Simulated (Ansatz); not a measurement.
# TiAl$_{3}$: geometry relaxation

TiAl$_{3}$ (P1, 4 atoms in the cell), computed with DFT PBEsol, scalar-relativistic, plane waves, PAW, no spin polarisation (Ansatz 0.2.0).

The structure derives from a Materials Project entry. It belongs to a series of runs on one base structure; here: all atoms moved at random, sigma 0.02 A a component; relaxed back.

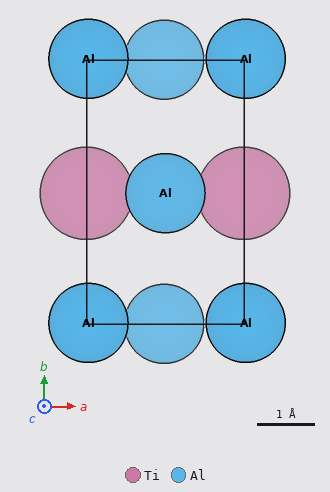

**Figure 1.** The input geometry (spheres-only view of the cell of the calculation, along the c axis). An atom can appear more than once, as a periodic image.

**Summary**

| quantity | value |
| --- | --- |
| outcome | converged |
| space group (tolerance 0.01 Å) | P1 (1) → Pmm2 (25) |
| electrons treated | 21 |
| free energy | −4048.5314 eV |
| Fermi energy | 9.548 eV |
| gap on the k-point mesh | none (metallic) |
| pressure | 0.03 GPa |
| final volume | 63.58 Å³ |
| largest force (length of the vector) at the end | 0.008 eV/Å |
| final cell | a = 2.781 Å, b = 4.671 Å, c = 4.893 Å, α = 90.00°, β = 90.00°, γ = 90.00° |
| hardware | 2 threads of AMD EPYC (Zen 3), 32 GiB of memory available, shared host |
| wall time | 43 s (CPU time 84 s) |
| peak memory | 0.75 GiB |

**Remarks**

Warnings of the run: the SCF threshold is looser than advised for the printed stress.

**The input**
```yaml
crystal:
  lattice:
    - [2.7813912067, 0.0, 0.0]
    - [0.0, 4.6710700316, 0.0]
    - [0.0, 0.0, 4.8934030387]
  atoms:
    - { symbol: Ti, position: [-0.0027897724, 0.4961359209, 0.1622295978] }
    - { symbol: Al, position: [0.5001535709, 0.4965010092, 0.659239657] }
    - { symbol: Al, position: [0.4921650414, 0.0019071957, 0.3360776251] }
    - { symbol: Al, position: [0.0104711601, 0.0054558742, 0.8424521201] }
basis:
  ecutwfc: 420
kpoints:
  mp_grid: { grid: [12, 8, 8] }
hamiltonian:
  xc: pbesol
scf:
  occupations: { method: gaussian, width: 0.15 }
output:
  forces: true
  stress: true
  eigenvalues: true
relax:
  adjacent_minimum: "off"
  f_tol: 0.01
  max_steps: 80
```

Launch command:
```bash
ansatz run input.yaml --threads 2 --pin off --max-ram 5120MiB --backend cpu --events-out ev --progress --plain --runs-dir out
```

**Log**
```
Warning: output.stress: scf.convergence.dr2_threshold = 1e-7 eV (the SCF's general default) is looser than the 4e-10 eV advised for a printed stress (1e-10 eV for each atom of the cell: 4). What an SCF threshold leaves in a stress goes as its square root, and in the free energy as the threshold itself, and one threshold admits the most on a small cell: of the crystals measured, under no hybrid functional and no lock of the moments, on runs that ended without the residual-converged pass, on stresses that held no estimate of that error, the worst erred by over 100 MPa in a component at 1e-7 eV an atom and by under 5 at 1e-10. Every solve of this run answers to scf.convergence.dr2_threshold, and the tensor of one is reported: a single SCF on the reported geometry and on this run's grids (its basis.xc_grid and basis.ecutrho_ratio typed), with scf.convergence.dr2_threshold at 4e-10 eV or tighter, prints it and tightens no other solve. Else set scf.convergence.dr2_threshold to 4e-10 eV or tighter. The threshold is an SCF's pass mark: one that does not reach it within its budget of iterations ends unconverged, or closes short of it on a stop that the run arms, and scf.convergence.dr2_threshold's page says what that costs each kind of run
Engine: ansatz 0.2.0, x86_64-unknown-linux-gnu
Pseudopotentials: kind: paw
Pseudopotential: Ti, paw, valence charge 12, recommended cutoff 420 eV (normal), Ti.paw.azcp
Pseudopotential: Al, paw, valence charge 3, recommended cutoff 420 eV (normal), Al.paw.azcp
Functional definition: PBEsol
  exchange = pbesol_x
  correlation = pbesol_c
Crystal: 4 atoms, lattice volume = 63.575 Å³
Basis set: ecut = 420 eV, 1243 PW (Γ), exchange–correlation on 40×64×72 points (8 copies of the dense FFT grid, shifted against one another)
Bands: 15, of which v1, the nominal top of the filled ones, is band 11 counted from 1 (10 counted from 0)
Symmetry: 1 space group operations
Space group: P1 (ITA 1), of the structure as read, at distance tolerance 4.0e-5 Å
k-points: 388 of 768 (time reversal used)
Non-local potential: Ti, projectors of the file, l = 0: 3, l = 1: 2, l = 2: 3, l = 3: 1
Non-local potential: Al, projectors of the file, l = 0: 2, l = 1: 2, l = 2: 1
PAW form: soft (Blöchl's): semilocal exchange-correlation on the pseudo side does not see the compensation charge
PAW frozen core: Ti, regenerated for the run's functional, and the local potential with it (the file was generated under x = pbe(κ = 0.804, μ = 0.2195149727645171), c = pbe(β = 0.06672455060314922))
PAW frozen core: Al, regenerated for the run's functional, and the local potential with it (the file was generated under x = pbe(κ = 0.804, μ = 0.2195149727645171), c = pbe(β = 0.06672455060314922))
PAW one-centre angular grid: Ti, 590 points (default); XC on 64 Gauss nodes
PAW one-centre angular grid: Al, 110 points (default); XC on 64 Gauss nodes
Initial density: superposition of atomic densities (neutral atoms: chi_scale 0, normalization atom), corrected by the library's trained network
Initial wavefunctions: pseudopotential atomic-orbital guess
Functional: x = pbesol(κ = 0.804, μ = 0.12345679012345678), c = pbesol(β = 0.046)
SCF iter   1: F=—  HF=-4048.522849 eV  |F-HF|=—  |Δ(HF+E_count)|=         —  Δρ=4.25e-3  dr2=1.46e-2  ethr=1.77e-3  ⟨swp⟩=5.4  Hψ=33184  notcnv=0
preconditioner: auto → Kerker (q_TF=auto, 2.268 Å⁻¹)  [metal: Δε(μ)=0.009 eV  Ē_g=5.380 eV  σ=0.150 eV  W_gap=0.03  n_scr=10 (ndim 8)  ℏωp=16.8 eV  f_vac=0.000  D(μ)=2.74/eV (n_scr^D=22)]
SCF iter   2: F=—  HF=-4048.520328 eV  |F-HF|=—  |Δ(HF+E_count)|=   2.52e-3  Δρ=2.09e-3  dr2=4.06e-3  ethr=6.95e-5  ⟨swp⟩=1.0  Hψ=8924  notcnv=0
SCF iter   3: F=—  HF=-4048.519394 eV  |F-HF|=—  |Δ(HF+E_count)|=   9.34e-4  Δρ=3.32e-4  dr2=1.34e-4  ethr=1.93e-5  ⟨swp⟩=2.2  Hψ=7657  notcnv=0
SCF iter   4: F=—  HF=-4048.519334 eV  |F-HF|=—  |Δ(HF+E_count)|=   6.05e-5  Δρ=4.30e-5  dr2=1.19e-6  ethr=6.40e-7  ⟨swp⟩=2.0  Hψ=7765  notcnv=0
iter 5 did not close the SCF: its close was put off for the readings that it lacked (scf_convergence_deferred on its scf_iter line)
SCF iter   5: F=-4048.519333 eV  HF=-4048.519333 eV  |F-HF|=5.80e-8  |Δ(HF+E_count)|=   2.64e-7  Δρ=1.12e-5  dr2=9.18e-8  ethr=5.65e-9  ⟨swp⟩=2.4  Hψ=8996  notcnv=0
SCF iter   6: F=-4048.519333 eV  HF=-4048.519333 eV  |F-HF|=3.94e-9  |Δ(HF+E_count)|=   2.57e-8  Δρ=3.42e-6  dr2=5.14e-9  ethr=4.37e-10  ⟨swp⟩=2.0  Hψ=18761  notcnv=0
SCF 1 converged in 6 iterations: F = -4048.519333 eV  dr2 = 5.14e-9
  greatest PAW one-centre occupation: 0.999 electrons in one spin orbital (limit 2), on the Ti atom at site 0 (counted from 0), in its partial waves of l = 0
relax step   1: F+E_penalty+E_count = -4048.51933333 eV  Δ(F+E_penalty+E_count) = +0.000e0 eV  max|allowed force component| = 2.422e-1 eV/Å  Δτ_max = 0.0000 Å  (6 SCF iters, dr2 threshold 2.50e-6 eV, accepted)
Initial density: handed on by an earlier stage of this run
Initial wavefunctions: those handed on with the density
iter 1 solved again at ethr=1.34e-4 eV; its pass at ethr=3.10e-3 eV (dr2=2.80e-2 eV) is discarded
SCF iter   1: F=—  HF=-4048.537091 eV  |F-HF|=—  |Δ(HF+E_count)|=         —  Δρ=3.56e-3  dr2=2.81e-2  ethr=1.34e-4  ⟨swp⟩=1.0  Hψ=27209  notcnv=0  defer=3
preconditioner: auto → Kerker (q_TF=auto, 2.268 Å⁻¹)  [metal: Δε(μ)=0.004 eV  Ē_g=5.363 eV  σ=0.150 eV  W_gap=0.02  n_scr=10 (ndim 8)  ℏωp=16.8 eV  f_vac=0.000  D(μ)=2.71/eV (n_scr^D=22)]
SCF iter   2: F=—  HF=-4048.532131 eV  |F-HF|=—  |Δ(HF+E_count)|=   4.96e-3  Δρ=2.10e-3  dr2=1.06e-2  ethr=1.34e-4  ⟨swp⟩=1.0  Hψ=5816  notcnv=0  defer=3
SCF iter   3: F=—  HF=-4048.529186 eV  |F-HF|=—  |Δ(HF+E_count)|=   2.94e-3  Δρ=1.81e-4  dr2=1.97e-5  ethr=5.07e-5  ⟨swp⟩=2.0  Hψ=7923  notcnv=0  defer=3
SCF iter   4: F=—  HF=-4048.529187 eV  |F-HF|=—  |Δ(HF+E_count)|=   6.08e-7  Δρ=6.31e-5  dr2=2.43e-6  ethr=9.40e-8  ⟨swp⟩=2.8  Hψ=10078  notcnv=0  defer=3
iter 5 did not close the SCF: its close was put off for the readings that it lacked (scf_convergence_deferred on its scf_iter line)
SCF iter   5: F=-4048.529186 eV  HF=-4048.529186 eV  |F-HF|=4.54e-8  |Δ(HF+E_count)|=   4.96e-7  Δρ=1.22e-5  dr2=1.05e-7  ethr=1.16e-8  ⟨swp⟩=2.1  Hψ=9000  notcnv=0  defer=3
SCF iter   6: F=-4048.529186 eV  HF=-4048.529186 eV  |F-HF|=1.91e-9  |Δ(HF+E_count)|=   2.75e-8  Δρ=2.77e-6  dr2=3.01e-9  ethr=5.02e-10  ⟨swp⟩=1.6  Hψ=18495  notcnv=0
SCF 2 converged in 6 iterations: F = -4048.529186 eV  dr2 = 3.01e-9
relax step   2: F+E_penalty+E_count = -4048.52918641 eV  Δ(F+E_penalty+E_count) = -9.853e-3 eV  max|allowed force component| = 1.300e-1 eV/Å  Δτ_max = 0.0363 Å  (6 SCF iters, dr2 threshold 3.67e-6 eV, accepted)
SCF iter   1: F=—  HF=-4048.532297 eV  |F-HF|=—  |Δ(HF+E_count)|=         —  Δρ=1.35e-3  dr2=3.24e-3  ethr=1.89e-4  ⟨swp⟩=2.2  Hψ=16073  notcnv=0  defer=4
preconditioner: auto → Kerker (q_TF=auto, 2.268 Å⁻¹)  [metal: Δε(μ)=0.001 eV  Ē_g=5.364 eV  σ=0.150 eV  W_gap=0.00  n_scr=10 (ndim 8)  ℏωp=16.8 eV  f_vac=0.000  D(μ)=2.73/eV (n_scr^D=22)]
SCF iter   2: F=—  HF=-4048.531717 eV  |F-HF|=—  |Δ(HF+E_count)|=   5.80e-4  Δρ=7.72e-4  dr2=1.21e-3  ethr=1.54e-5  ⟨swp⟩=1.0  Hψ=8924  notcnv=0  defer=4
SCF iter   3: F=—  HF=-4048.531381 eV  |F-HF|=—  |Δ(HF+E_count)|=   3.35e-4  Δρ=6.75e-5  dr2=3.60e-6  ethr=5.74e-6  ⟨swp⟩=2.0  Hψ=7781  notcnv=0  defer=4
SCF iter   4: F=—  HF=-4048.531378 eV  |F-HF|=—  |Δ(HF+E_count)|=   3.06e-6  Δρ=2.52e-5  dr2=3.51e-7  ethr=1.71e-8  ⟨swp⟩=2.4  Hψ=9374  notcnv=0  defer=4
iter 5 did not close the SCF: its close was put off for the readings that it lacked (scf_convergence_deferred on its scf_iter line)
SCF iter   5: F=-4048.531378 eV  HF=-4048.531378 eV  |F-HF|=5.27e-9  |Δ(HF+E_count)|=   4.73e-8  Δρ=4.41e-6  dr2=1.34e-8  ethr=1.67e-9  ⟨swp⟩=1.5  Hψ=7037  notcnv=0  defer=4
SCF iter   6: F=-4048.531378 eV  HF=-4048.531378 eV  |F-HF|=4.24e-10  |Δ(HF+E_count)|=   3.35e-9  Δρ=1.19e-6  dr2=5.46e-10  ethr=6.37e-11  ⟨swp⟩=1.2  Hψ=17407  notcnv=0
SCF 3 converged in 6 iterations: F = -4048.531378 eV  dr2 = 5.46e-10
relax step   3: F+E_penalty+E_count = -4048.53137809 eV  Δ(F+E_penalty+E_count) = -2.192e-3 eV  max|allowed force component| = 7.517e-3 eV/Å  Δτ_max = 0.0162 Å  (6 SCF iters, dr2 threshold 1.06e-6 eV, accepted)
iter 1 solved again at ethr=2.11e-11 eV; its pass at ethr=3.10e-3 eV (dr2=4.42e-9 eV) is discarded
SCF iter   1: F=—  HF=-4048.531380 eV  |F-HF|=—  |Δ(HF+E_count)|=         —  Δρ=2.50e-6  dr2=4.72e-9  ethr=2.11e-11  ⟨swp⟩=1.8  Hψ=22866  notcnv=0
preconditioner: auto → Kerker (q_TF=auto, 2.268 Å⁻¹)  [metal: Δε(μ)=0.005 eV  Ē_g=5.363 eV  σ=0.150 eV  W_gap=0.02  n_scr=10 (ndim 8)  ℏωp=16.8 eV  f_vac=0.000  D(μ)=2.73/eV (n_scr^D=22)]
iter 2 did not close the SCF: its close was put off for the readings that it lacked (scf_convergence_deferred on its scf_iter line)
SCF iter   2: F=-4048.531378 eV  HF=-4048.531378 eV  |F-HF|=5.98e-10  |Δ(HF+E_count)|=   2.20e-6  Δρ=1.10e-6  dr2=9.39e-10  ethr=2.11e-11  ⟨swp⟩=2.0  Hψ=10090  notcnv=0
iter 3 did not close the SCF: its close was put off for the readings that it lacked (scf_convergence_deferred on its scf_iter line)
SCF iter   3: F=-4048.531378 eV  HF=-4048.531378 eV  |F-HF|=2.12e-10  |Δ(HF+E_count)|=  4.91e-11  Δρ=7.12e-7  dr2=3.81e-10  ethr=4.47e-12  ⟨swp⟩=1.0  Hψ=5816  notcnv=0
iter 4 did not close the SCF: its close was put off for the readings that it lacked (scf_convergence_deferred on its scf_iter line)
SCF iter   4: F=-4048.531378 eV  HF=-4048.531378 eV  |F-HF|=2.27e-12  |Δ(HF+E_count)|=  4.05e-11  Δρ=1.01e-7  dr2=7.24e-12  ethr=1.81e-12  ⟨swp⟩=1.8  Hψ=7036  notcnv=0
iter 5 did not close the SCF: its close was put off for the readings that it lacked (scf_convergence_deferred on its scf_iter line)
SCF iter   5: F=-4048.531378 eV  HF=-4048.531378 eV  |F-HF|=9.09e-13  |Δ(HF+E_count)|=  2.27e-12  Δρ=3.00e-8  dr2=7.62e-13  ethr=1.00e-12  ⟨swp⟩=1.0  Hψ=5816  notcnv=0
SCF iter   6: F=-4048.531378 eV  HF=-4048.531378 eV  |F-HF|=9.09e-13  |Δ(HF+E_count)|=  1.82e-12  Δρ=1.69e-8  dr2=2.20e-13  ethr=1.00e-12  ⟨swp⟩=1.0  Hψ=13188  notcnv=0
SCF 4 converged in 6 iterations: F = -4048.531378 eV  dr2 = 2.20e-13
relax step   4: F+E_penalty+E_count = -4048.53137809 eV  Δ(F+E_penalty+E_count) = -1.842e-10 eV  max|allowed force component| = 7.519e-3 eV/Å  Δτ_max = 0.0000 Å  (6 SCF iters, accepted)
```

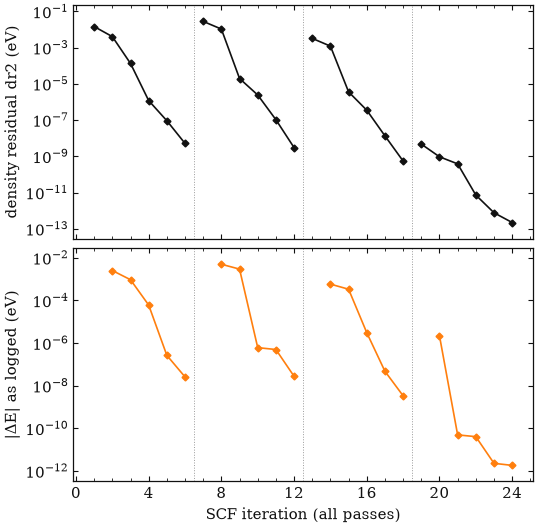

**Figure 2.** Convergence of the self-consistent field: density residual dr2 and size of the energy change against the SCF iteration. The dotted lines part the SCF passes of the relaxation: geometry steps, rejected trials and re-solves on a re-selected basis. The passes take 6, 6, 6 and 6 iterations.

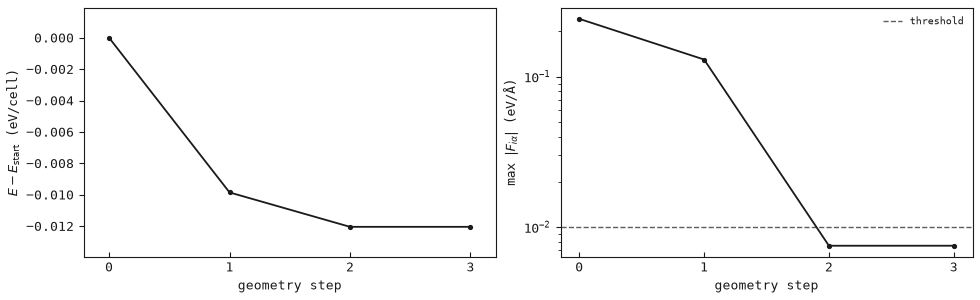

**Figure 3.** Progress of the relaxation, step by step (the first geometry is step 0 here and step 1 in the log).

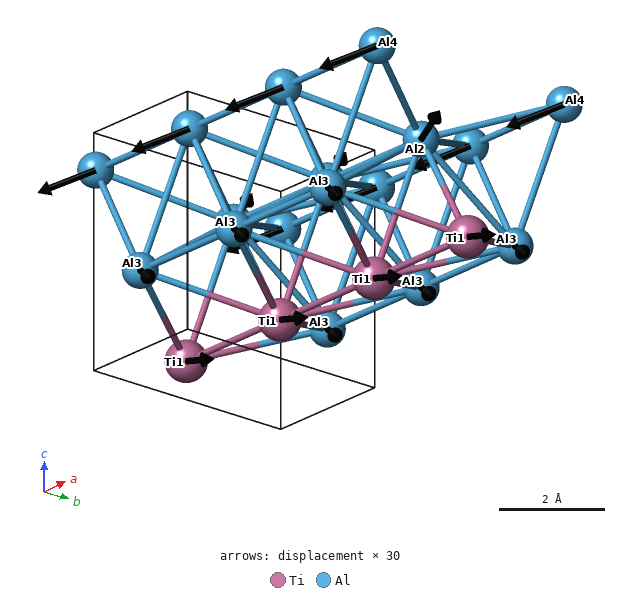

**Figure 4.** The starting structure with the displacements as black arrows, magnified 30 times (ball-and-stick view of the cell of the calculation, repeated 3 × 1 × 1, seen at an oblique angle). Over 3 geometry steps the energy falls by 12.0 meV per cell of the calculation. Largest force component: 0.24 eV/Å at the start, 0.0075 eV/Å at the end. The atom that moves furthest is Al4 (0.040 Å). Largest moves by element: Al 0.040 Å, Ti 0.020 Å. The lattice vectors keep their values. Distances before and after: Al2–Al4 2.910 → 2.851 Å, Ti1–Al4 2.775 → 2.822 Å, Al2–Al3 2.800 → 2.843 Å, Ti1–Al3 2.877 → 2.843 Å. The space group (tolerance 0.01 Å) goes from P1 (No. 1) to Pmm2 (No. 25). (Atoms are counted from 1 in the order of the input.)

```
SCF converged after 6 iterations
Free energy (F): -4048.531378 eV
Harris-Foulkes:  -4048.531378 eV  (|F-HF|=9.09e-13)
Internal energy: -4048.500710 eV  (E = F + TS)
E sigma→0 (E₀):  -4048.516044 eV
Entropy (-TS):   -0.030668 eV (-7.667 meV/atom)
Fermi energy:    9.548201 eV
--- Per-component energies (eV) ---
  E_band       = -151.774239
  E_kinetic    = 343.774561
  E_local      = -1288.632485  (includes V_loc(G=0)·N_el)
  E_nonlocal   = 41.558527
  E_hartree    = 572.240732
  E_xc         = -216.159632
  E_vxc        = -210.593634  (∫ρ·V_xc dr)
  E_paw        = -2387.496012  (= ΣΔE_a)
  E_vpaw       = -182.362796  (= ΣTr[D̂ρ^β])
  E_aug_tail   = 0.000110  (compensation charges beyond the density's cutoff)
  E_ewald      = -1113.983313
  E_core_change = 0.196801  (= ΣΔE_core)
  E_smearing   = -0.030668  (= −TS)
  E_closure    = -0.000000  (closes the sum)
  Σ components = -4048.531378   (vs F -4048.531378, Δ=0.00e0)
--- Forces (eV/Å), atoms counted from 1 ---
  atom   1  Ti     0.00075194     0.00027761    -0.00618454
  atom   2  Al     0.00136454    -0.00086271     0.00191667
  atom   3  Al     0.00130577    -0.00062329    -0.00325143
  atom   4  Al    -0.00342229     0.00120839     0.00751931
  max |Σ_I F_I| component: 4.40e-8 eV/Å
--- Stress (GPa, compression-positive) ---
        0.053978      -0.000009      -0.013236
       -0.000009      -0.067534       0.000048
       -0.013236       0.000048       0.105094
  P = ⅓ Tr σ = 0.0305 GPa (0.305 kbar)
--- Band table (eV; the first three rows and the last of 388) ---
  k-point 0: bands = ["-46.6259", "-23.0673", "-23.0668", "-22.6523", "-0.7050", "4.3430", "5.6178", "5.9668", "6.8378", "8.6866", "9.1074", "12.0679", "12.1398", "12.1996", "12.2814"]
  k-point 1: bands = ["-46.6259", "-23.0673", "-23.0672", "-22.6523", "-0.6095", "3.7759", "5.7704", "5.9778", "7.4043", "8.6464", "9.0389", "11.7032", "12.0538", "12.1414", "12.1943"]
  k-point 2: bands = ["-46.6259", "-23.0681", "-23.0672", "-22.6523", "-0.3301", "2.8039", "6.0054", "6.1102", "8.2801", "8.5495", "8.8269", "11.4195", "12.0206", "12.0245", "12.1455"]
  k-point 387: bands = ["-46.5568", "-23.1891", "-23.0041", "-23.0009", "5.7338", "5.8787", "6.1245", "6.3251", "6.7854", "6.8488", "8.8912", "9.3582", "10.6311", "11.6925", "11.9420"]
--- Relaxed structure (4 steps of the walk, 4 accepted, 0 SCFs on fresh bases) ---
  F+E_penalty+E_count = -4048.53137809 eV   max|allowed force component| = 7.519e-3 eV/Å
  atoms:
    - { symbol: Ti, position: [-0.0002930645531405931, 0.499992908890498, 0.16310530941438225] }
    - { symbol: Al, position: [0.49980784990320026, 0.500021454223263, 0.6642442022699658] }
    - { symbol: Al, position: [0.4998476586603572, 2.298334736984397e-5, 0.3330496543314177] }
    - { symbol: Al, position: [0.0006375559895832454, -3.734646113062982e-5, 0.8395998339842342] }
```

**Trajectory as extended XYZ (Å, eV, eV/Å), 4 frames, from step=1 to step=4**
```
4
Lattice="2.7814 0.0000 0.0000 0.0000 4.6711 0.0000 0.0000 0.0000 4.8934" Properties=species:S:1:pos:R:3:forces:R:3 step=1 energy=-4048.51933
Ti   -0.0078    2.3175    0.7939   -0.0258   0.2372  -0.0675
Al    1.3911    2.3192    3.2259   -0.0012   0.1942   0.1680
Al    1.3689    0.0089    1.6446    0.0874  -0.1892  -0.0698
Al    0.0291    0.0255    4.1225   -0.0604  -0.2422  -0.0307
4
Lattice="2.7814 0.0000 0.0000 0.0000 4.6711 0.0000 0.0000 0.0000 4.8934" Properties=species:S:1:pos:R:3:forces:R:3 step=2 energy=-4048.52919
Ti   -0.0112    2.3457    0.7953    0.0319  -0.1300   0.0376
Al    1.3859    2.3404    3.2549    0.0031  -0.0682  -0.0476
Al    1.3899   -0.0091    1.6271   -0.0072   0.1211   0.0213
Al    0.0168   -0.0059    4.1095   -0.0278   0.0770  -0.0113
4
Lattice="2.7814 0.0000 0.0000 0.0000 4.6711 0.0000 0.0000 0.0000 4.8934" Properties=species:S:1:pos:R:3:forces:R:3 step=3 energy=-4048.53138
Ti   -0.0008    2.3355    0.7981    0.0008   0.0003  -0.0062
Al    1.3902    2.3356    3.2504    0.0014  -0.0009   0.0019
Al    1.3903    0.0001    1.6297    0.0013  -0.0006  -0.0032
Al    0.0018   -0.0002    4.1085   -0.0034   0.0012   0.0075
4
Lattice="2.7814 0.0000 0.0000 0.0000 4.6711 0.0000 0.0000 0.0000 4.8934" Properties=species:S:1:pos:R:3:forces:R:3 step=4 energy=-4048.53138
Ti   -0.0008    2.3355    0.7981    0.0008   0.0003  -0.0062
Al    1.3902    2.3356    3.2504    0.0014  -0.0009   0.0019
Al    1.3903    0.0001    1.6297    0.0013  -0.0006  -0.0033
Al    0.0018   -0.0002    4.1085   -0.0034   0.0012   0.0075
```
